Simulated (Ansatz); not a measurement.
**WSe2: a changed input and its effect**

System: WSe2 (3 atoms in the cell).
Method of the first run: DFT, PBE, plane waves, PAW, no spin polarisation (Ansatz 0.2.0).

The structure was built on a prototype by a generator. The geometry comes from this level: r2SCAN. Text and figures count atoms from 1; the logs count them from 0 in places.

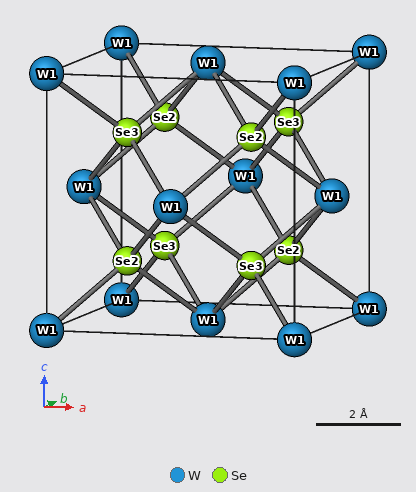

Fig. 1: The structure (ball-and-stick view of the cell 4 times as large as that of the calculation, set on its symmetry axes, seen slightly off an axis; atoms are numbered from 1 in the order of the input). Near neighbours in the crystal (not all of them lie inside the picture): W has 8 Se at 2.68 Å; Se has 4 W at 2.68 Å.

**The input, the first run**
```yaml
crystal:
  lattice:
    - [0.0, 3.0924832574, 3.0924832574]
    - [3.0924832574, 0.0, 3.0924832574]
    - [3.0924832574, 3.0924832574, 0.0]
  atoms:
    - { symbol: W, position: [0.0, 0.0, 0.0] }
    - { symbol: Se, position: [0.25, 0.25, 0.25] }
    - { symbol: Se, position: [0.75, 0.75, 0.75] }
kpoints:
  mp_grid: { grid: [8, 8, 8] }
  band_path:
    path:
      - [[0.0, 0.0, 0.0], [0.5, 0.0, 0.5], [0.625, 0.25, 0.625]]
      - [[0.375, 0.375, 0.75], [0.0, 0.0, 0.0], [0.5, 0.5, 0.5], [0.5, 0.25, 0.75], [0.5, 0.0, 0.5]]
    npoints: 10
hamiltonian:
  xc: pbe
scf:
  occupations: { method: fermi_dirac, width: 0.02 }
  n_extra_bands: 4
output:
  forces: true
  stress: true
  eigenvalues: true
```

Hardware: 2 threads of an x86-64 CPU, shared host.

**Output, shortened to warnings, some set-up lines, iterations and results (the first run)**
```
Basis set: ecut = 420 eV, 1139 PW (Γ), exchange–correlation on 60×60×60 points (8 copies of the dense FFT grid, shifted against one another)
Symmetry: 48 space group operations
k-points: 29 of 512
Initial density: superposition of atomic densities (neutral atoms: chi_scale 0, normalization atom), corrected by the library's trained network
[...]
SCF iter   1: F=—  HF=-21322.253558 eV  |F-HF|=—  |Δ(HF+E_count)|=         —  Δρ=1.15e-2  dr2=1.17e-1  ethr=1.77e-3  ⟨swp⟩=6.1  Hψ=3312  notcnv=0
SCF iter   2: F=—  HF=-21322.253598 eV  |F-HF|=—  |Δ(HF+E_count)|=   4.01e-5  Δρ=1.01e-2  dr2=1.17e-1  ethr=2.54e-4  ⟨swp⟩=2.3  Hψ=1256  notcnv=0
SCF iter   3: F=—  HF=-21322.239280 eV  |F-HF|=—  |Δ(HF+E_count)|=   1.43e-2  Δρ=2.63e-3  dr2=6.79e-3  ethr=2.54e-4  ⟨swp⟩=2.0  Hψ=1077  notcnv=0
SCF iter   4: F=—  HF=-21322.238544 eV  |F-HF|=—  |Δ(HF+E_count)|=   7.36e-4  Δρ=3.56e-4  dr2=7.82e-5  ethr=1.48e-5  ⟨swp⟩=2.7  Hψ=1412  notcnv=0
SCF iter   5: F=—  HF=-21322.238552 eV  |F-HF|=—  |Δ(HF+E_count)|=   7.19e-6  Δρ=8.96e-5  dr2=2.19e-6  ethr=1.70e-7  ⟨swp⟩=2.0  Hψ=1418  notcnv=0
SCF iter   6: F=—  HF=-21322.238557 eV  |F-HF|=—  |Δ(HF+E_count)|=   5.43e-6  Δρ=2.40e-5  dr2=2.37e-7  ethr=4.77e-9  ⟨swp⟩=2.0  Hψ=1045  notcnv=0
SCF iter   7: F=-21322.238558 eV  HF=-21322.238558 eV  |F-HF|=4.72e-9  |Δ(HF+E_count)|=   5.58e-7  Δρ=3.04e-6  dr2=8.59e-9  ethr=2.17e-10  ⟨swp⟩=5.8  Hψ=3077  notcnv=0
SCF 1 converged in 7 iterations: F = -21322.238558 eV  dr2 = 8.59e-9
NSCF: frozen V_eff on 62 k-points
SCF converged after 7 iterations
Free energy (F): -21322.238558 eV
Harris-Foulkes:  -21322.238558 eV  (|F-HF|=4.72e-9)
Internal energy: -21322.231969 eV  (E = F + TS)
E sigma→0 (E₀):  -21322.235263 eV
Entropy (-TS):   -0.006589 eV (-2.196 meV/atom)
Fermi energy:    13.704538 eV
--- Per-component energies (eV) ---
  E_band       = -812.825404
  E_kinetic    = 687.586292
  E_local      = -5204.470995  (includes V_loc(G=0)·N_el)
  E_nonlocal   = -1186.870861
  E_hartree    = 2508.114518
  E_xc         = -474.778728
  E_vxc        = -434.650787  (∫ρ·V_xc dr)
  E_paw        = -12387.169385  (= ΣΔE_a)
  E_vpaw       = 309.350432  (= ΣTr[D̂ρ^β])
  E_aug_tail   = -0.001231  (compensation charges beyond the density's cutoff)
  E_ewald      = -5264.641578
  E_smearing   = -0.006589  (= −TS)
  E_closure    = 0.000000  (closes the sum)
  Σ components = -21322.238558   (vs F -21322.238558, Δ=0.00e0)
--- Forces (eV/Å), atoms counted from 1 ---
  atom   1  W     -0.00000000     0.00000000    -0.00000000
  atom   2  Se    -0.00000000     0.00000000    -0.00000000
  atom   3  Se     0.00000000     0.00000000     0.00000000
  max |Σ_I F_I| component: 1.62e-17 eV/Å
--- Stress (GPa, compression-positive) ---
        0.595890       0.000000       0.000000
       -0.000000       0.595890       0.000000
       -0.000000       0.000000       0.595890
  P = ⅓ Tr σ = 0.5959 GPa (5.959 kbar)
```

For the second run the input was changed thus:
```diff
-      - [[0.0, 0.0, 0.0], [0.5, 0.0, 0.5], [0.625, 0.25, 0.625]]
-      - [[0.375, 0.375, 0.75], [0.0, 0.0, 0.0], [0.5, 0.5, 0.5], [0.5, 0.25, 0.75], [0.5, 0.0, 0.5]]
-    npoints: 10
+      - [0.0, 0.0, 0.0]
+      - [0.5, 0.0, 0.5]
+      - [0.625, 0.25, 0.625]
+      - [0.375, 0.375, 0.75]
+      - [0.5, 0.5, 0.5]
+      - [0.5, 0.25, 0.75]
+    npoints: 1
-  xc: pbe
+  xc: r2scan
```

What does this change do to the results?

The total energies belong to different methods, so their difference says nothing on which is more stable or more accurate. The pressure goes from 0.60 to −0.91 GPa. The functional changes from PBE to r2SCAN. The number of SCF iterations is the same. The default cutoff goes from 420 to 500 eV with the change. The plane waves at Γ go from 1139 to 1459.

**Output, shortened to warnings, some set-up lines, iterations and results (the second run)**
```
Basis set: ecut = 500 eV, 1459 PW (Γ), exchange–correlation on 128×128×128 points (64 copies of the dense FFT grid, shifted against one another)
Symmetry: 48 space group operations
k-points: 29 of 512
Initial density: superposition of atomic densities (neutral atoms: chi_scale 0, normalization atom), corrected by the library's trained network
[...]
SCF iter   1: F=—  HF=-21352.668567 eV  |F-HF|=—  |Δ(HF+E_count)|=         —  Δρ=1.04e-2  dr2=7.55e-2  dr2_τ=5.07e-2  ethr=1.77e-3  ⟨swp⟩=6.1  Hψ=3250  notcnv=0
SCF iter   2: F=—  HF=-21352.718971 eV  |F-HF|=—  |Δ(HF+E_count)|=   5.04e-2  Δρ=5.50e-3  dr2=2.99e-2  dr2_τ=8.33e-3  ethr=1.64e-4  ⟨swp⟩=3.0  Hψ=1738  notcnv=0
SCF iter   3: F=—  HF=-21352.717514 eV  |F-HF|=—  |Δ(HF+E_count)|=   1.46e-3  Δρ=1.55e-3  dr2=8.29e-4  dr2_τ=8.00e-5  ethr=6.50e-5  ⟨swp⟩=2.0  Hψ=964  notcnv=0
SCF iter   4: F=—  HF=-21352.718726 eV  |F-HF|=—  |Δ(HF+E_count)|=   1.21e-3  Δρ=3.33e-4  dr2=3.57e-5  dr2_τ=5.17e-6  ethr=1.80e-6  ⟨swp⟩=2.0  Hψ=1256  notcnv=0
SCF iter   5: F=—  HF=-21352.718834 eV  |F-HF|=—  |Δ(HF+E_count)|=   1.08e-4  Δρ=6.02e-5  dr2=2.89e-6  dr2_τ=1.33e-7  ethr=7.77e-8  ⟨swp⟩=2.0  Hψ=1430  notcnv=0
SCF iter   6: F=—  HF=-21352.718834 eV  |F-HF|=—  |Δ(HF+E_count)|=   3.74e-7  Δρ=2.94e-5  dr2=9.23e-7  dr2_τ=6.96e-8  ethr=6.29e-9  ⟨swp⟩=2.0  Hψ=1423  notcnv=0
SCF iter   7: F=-21352.718834 eV  HF=-21352.718834 eV  |F-HF|=2.85e-8  |Δ(HF+E_count)|=   5.13e-8  Δρ=9.21e-6  dr2=8.12e-8  dr2_τ=9.71e-10  ethr=2.17e-10  ⟨swp⟩=2.8  Hψ=3080  …
SCF 1 converged in 7 iterations: F = -21352.718834 eV  dr2 = 8.12e-8
NSCF: frozen V_eff on 6 k-points
SCF converged after 7 iterations
Free energy (F): -21352.718834 eV
Harris-Foulkes:  -21352.718834 eV  (|F-HF|=2.85e-8)
Internal energy: -21352.711563 eV  (E = F + TS)
E sigma→0 (E₀):  -21352.715198 eV
Entropy (-TS):   -0.007271 eV (-2.424 meV/atom)
Fermi energy:    13.563380 eV
--- Per-component energies (eV) ---
  E_band       = -852.808586
  E_kinetic    = 688.806689
  E_local      = -5208.287730  (includes V_loc(G=0)·N_el)
  E_nonlocal   = -1185.242258
  E_hartree    = 2510.707277
  E_xc         = -444.659812
  E_vxc        = -470.174548  (∫ρ·V_xc dr)
  E_paw        = -12445.276211  (= ΣΔE_a)
  E_vpaw       = 276.995098  (= ΣTr[D̂ρ^β])
  E_aug_tail   = -0.000451  (compensation charges beyond the density's cutoff)
  E_vtau       = 23.681399  (kinetic-family band-sum trace: ∫τ·v_τ [+ j·A + Jᵃ·Aᵃ] dr)
  E_ewald      = -5264.641578
  E_core_change = -4.117489  (= ΣΔE_core)
  E_smearing   = -0.007271  (= −TS)
  E_closure    = 0.000000  (closes the sum)
  Σ components = -21352.718834   (vs F -21352.718834, Δ=0.00e0)
--- Forces (eV/Å), atoms counted from 1 ---
  atom   1  W     -0.00000000    -0.00000000    -0.00000000
  atom   2  Se    -0.00000000     0.00000000     0.00000000
  atom   3  Se    -0.00000000    -0.00000000    -0.00000000
  max |Σ_I F_I| component: 2.78e-17 eV/Å
--- Stress (GPa, compression-positive) ---
       -0.906561      -0.000000       0.000000
       -0.000000      -0.906561      -0.000000
        0.000000      -0.000000      -0.906561
  P = ⅓ Tr σ = -0.9066 GPa (-9.066 kbar)
```

**The two runs side by side**

```csv
quantity,the first run,the second run
outcome,converged,converged
free energy per atom (eV),−7107.4129,−7117.5729
"energy per atom, smearing taken to zero (eV)",−7107.4118,−7117.5717
gap on the mesh (eV),0.00,0.00
pressure (GPa),0.60,−0.91
largest force (eV/Å),0.000,0.000
SCF iterations,7,7
irreducible k-points,29,29
plane waves at Γ,1139,1459
wall time (shared host),1.5 s,2.7 s
```

For both runs: Spin–orbit coupling is left out, which matters for W.
